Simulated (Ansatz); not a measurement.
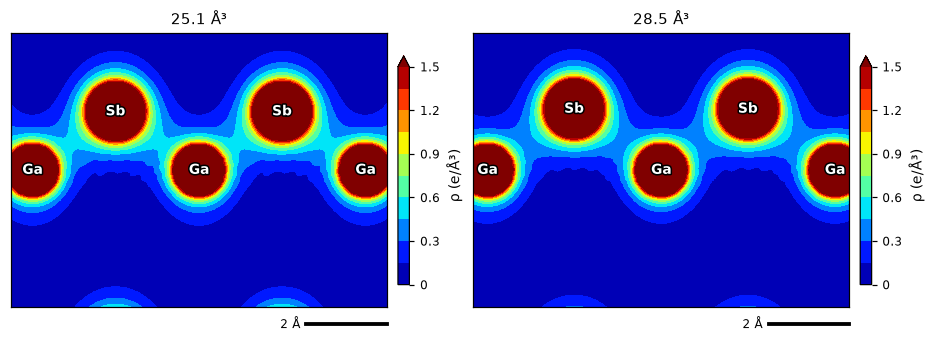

GaSb. The valence electron density of cells scaled evenly to different volumes (given per atom above each panel), on the (101̄) plane of each (indices in the axes of the cell below), at one length scale and on one colour scale.

All numbers below come from DFT PBEsol, scalar-relativistic, plane waves, PAW (Ansatz 0.2.0).

Core electrons are frozen (PAW), and the valence fields are smoothed inside the atomic spheres.

The largest cell:

```
Ga Sb
1.0
     0.00000    3.05561    3.05561
     3.05561    0.00000    3.05561
     3.05561    3.05561    0.00000
Ga Sb
1 1
Direct
  0.00000 0.00000 0.00000
  0.25000 0.25000 0.25000
```

| volume (Å³/atom) | Ga–Sb contact in the plane (Å) | ρ at its midpoint (e/Å³) | pressure (GPa) | 
| --- | --- | --- | --- |
| 25.11 | 2.536 | 0.490 | 8.9 | 
| 26.82 | 2.592 | ? | ? | 
| 28.53 | 2.646 | 0.418 | 0.0 | 

What values belong in the row with question marks?

Over the known rows ln ρ falls by 1.44 per Å of Ga–Sb distance (the line through the two), which gives 0.452 e/Å³ at 2.592 Å; the calculation gives 0.451 e/Å³. For the pressure, a straight line in volume between the neighbouring rows gives 4.5 GPa; the calculation gives 3.7, lower because pressure rises ever faster on compression.
